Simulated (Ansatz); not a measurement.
Al16N17 (cell with a defect)

Input

```
crystal:
  lattice:
    - [4.4031742003, -4.4031742003, 4.4031742003]
    - [-4.4031742003, 4.4031742003, 4.4031742003]
    - [-4.4031742003, -4.4031742003, -4.4031742003]
  atoms:
    - { symbol: Al, position: [0.25, 0.75, 0.0] }
    - { symbol: Al, position: [0.5, 0.75, 0.75] }
    - { symbol: Al, position: [0.7386933697, 0.74289644, 0.4949267382], spin: 0.091 }
    - { symbol: Al, position: [0.0, 0.0, 1.0] }
    - { symbol: Al, position: [0.2367722353, 0.0008258202, 0.7421007244], spin: 0.091 }
    - { symbol: Al, position: [0.0167278233, 0.7717543632, 0.2661085649], spin: 0.091 }
    - { symbol: Al, position: [0.75, 0.25, 0.0] }
    - { symbol: Al, position: [0.5, 0.0, 0.5] }
    - { symbol: Al, position: [0.7627888246, -0.0001644791, 0.2712409182], spin: 0.091 }
    - { symbol: Al, position: [0.0077660047, 0.2483281484, 0.7500520229], spin: 0.091 }
    - { symbol: Al, position: [0.5, 0.5, 0.0] }
    - { symbol: Al, position: [0.265077305, 0.2501578081, 0.5056318601], spin: 0.091 }
    - { symbol: Al, position: [0.75, 0.5, 0.75] }
    - { symbol: Al, position: [0.5, 0.25, 0.25] }
    - { symbol: Al, position: [0.0, 0.5, 0.5] }
    - { symbol: Al, position: [0.25, 0.5, 0.25] }
    - { symbol: "N", position: [0.25, 0.0, 0.0] }
    - { symbol: "N", position: [0.5, 0.0, 0.75] }
    - { symbol: "N", position: [0.7461090597, -0.0127498108, 0.4900958964], spin: 0.091 }
    - { symbol: "N", position: [0.0, 0.25, 0.0] }
    - { symbol: "N", position: [0.2536272653, 0.2313718423, 0.7599185139], spin: 0.091 }
    - { symbol: "N", position: [-0.021686895, -0.0103534986, 0.23713987], spin: 0.091 }
    - { symbol: "N", position: [0.75, 0.5, 0.0] }
    - { symbol: "N", position: [0.5, 0.25, 0.5] }
    - { symbol: "N", position: [0.75, 0.25, 0.25] }
    - { symbol: "N", position: [0.0, 0.5, 0.75] }
    - { symbol: "N", position: [0.5, 0.75, 0.0] }
    - { symbol: "N", position: [0.25, 0.5, 0.5] }
    - { symbol: "N", position: [0.75, 0.75, 0.75] }
    - { symbol: "N", position: [0.5, 0.5, 0.25] }
    - { symbol: "N", position: [0.0185509569, 0.7530482369, 0.5009414673], spin: 0.091 }
    - { symbol: "N", position: [0.25, 0.75, 0.25] }
    - { symbol: "N", position: [-0.0076824245, -0.0120230171, 0.4881014698], spin: 0.091 }
  host:
    lattice:
      - [0.0, 2.2015871002, 2.2015871002]
      - [2.2015871002, 0.0, 2.2015871002]
      - [2.2015871002, 2.2015871002, 0.0]
    atoms:
      - { symbol: Al, position: [0.0, 0.0, 0.0] }
      - { symbol: "N", position: [0.75, 0.75, 0.75] }
basis:
  ecutwfc: 420
  xc_grid: 2
kpoints:
  mp_grid: { grid: [2, 2, 2], shift: [0.5, 0.5, 0.5] }
hamiltonian:
  xc: pbe
scf:
  occupations: { method: gaussian, width: 0.01 }
output:
  forces: true
  stress: false
  eigenvalues: true
  populations: true
  charged_corrections:
    defect_position: [0.0, 0.0, 0.5]
    epsilon: [[8.6591, 0.0, 0.0], [0.0, 8.6591, 0.0], [0.0, 0.0, 8.6591]]
  write_density: true
  write_potential: true
  elf: true
  volumetric_format: npy
magnetization:
  spin_polarized: true
relax:
  adjacent_minimum: "off"
  f_tol: 0.025
  max_steps: 45
```

Launched as:

```sh
ansatz run input.yaml --threads 4 --pin off --max-ram 10240MiB --backend cpu --events-out ev --progress --plain --runs-dir out
```

The fields are those of the run's last geometry, not of the input's.

Spin-polarised.

Method: Ansatz 0.2.0, DFT PBE, scalar-relativistic, plane waves, PAW.

In a PAW calculation such maps are meaningful between the atoms, not at the nuclei.

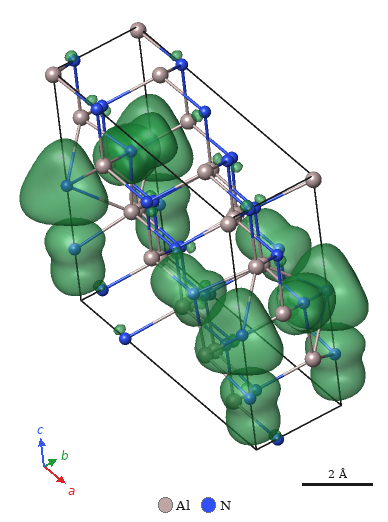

Figure 1. Isosurfaces of the spin density (up minus down) at +0.02 (green) and −0.02 e/Å³ (red), seen slightly off an axis. Sticks mark near contacts.

### Which atoms carry the moments, and with what signs?

The spin density sits on N: +1.1 μB in one cell of 33 atoms, with smaller moments on other sites: N (up to +0.26 μB): with much of the spin spread outside that site. The cell of the calculation (33 atoms) carries 3.0 μB of net spin moment. Only one sign reaches the isovalue.

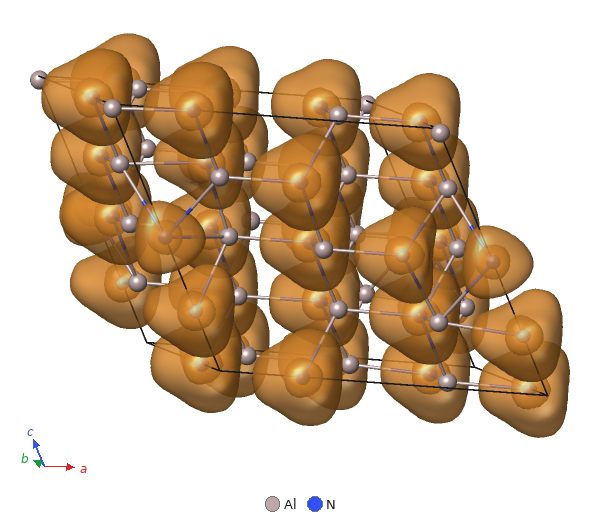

Figure 2. Isosurface of the ELF at 0.7 (orange), seen at an oblique angle. Only the valence region is drawn (cores and ρ < 0.01 e/Å³ removed). Sticks mark near contacts.

### Describe the localisation domains.

The surface consists of 16 regions on N in which the atom's valence shell and bonds are merged and one region wrapped around N (its valence shell), counted in one cell of 33 atoms. Regions shared between cells count once.


Al–N (1.83 Å): the ELF peaks at about 0.90 between the atoms: a shared but strongly polarised pair. Al–N (1.89 Å): the ELF peaks at about 0.90 in the valence shell of N, 0.8 Å from its nucleus, and is about 0.85 at the midpoint.

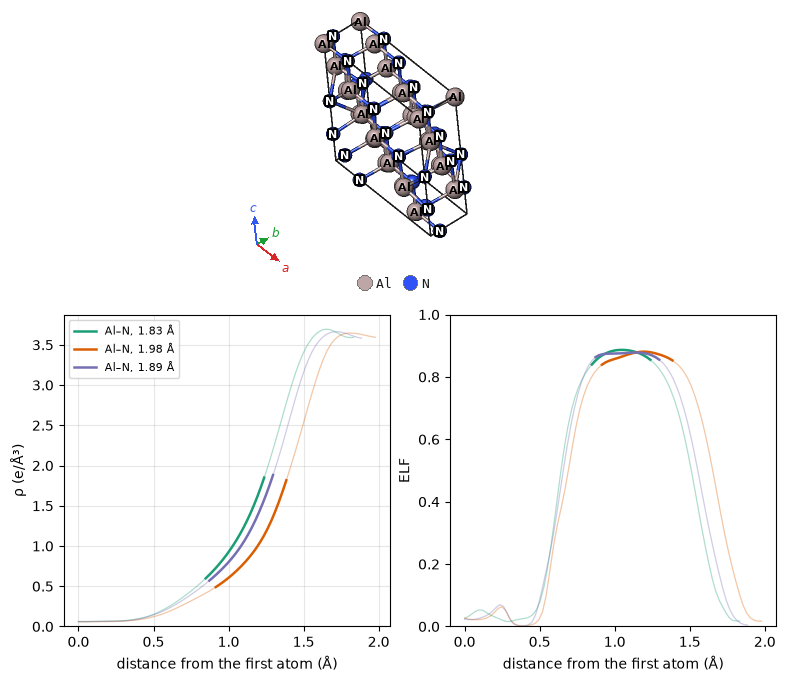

Figure 3. Valence charge density (pseudo) and ELF along straight lines between neighbouring atoms. Thin, pale parts lie inside the atomic spheres. The structure is drawn too.

### What can be read from the curves?

Al–N (1.83 Å): the density is about 0.73 e/Å³ at the midpoint; the ELF peaks at about 0.90 between the atoms (a shared but strongly polarised pair).
Al–N (1.98 Å): ρ is about 0.59 e/Å³ halfway; the ELF peaks at about 0.90 in the valence shell of N, 0.8 Å from its nucleus, and is about 0.85 at the midpoint.
Al–N (1.89 Å): ρ is about 0.69 e/Å³ halfway; the ELF peaks at about 0.90 in the valence shell of N, 0.8 Å from its nucleus, and is about 0.85 at the midpoint.

### Does the calculation give a band gap?

It is gapped, with a Kohn–Sham gap of 0.95 eV on the k-point mesh (the band edges may lie off the mesh, which would make the gap smaller).
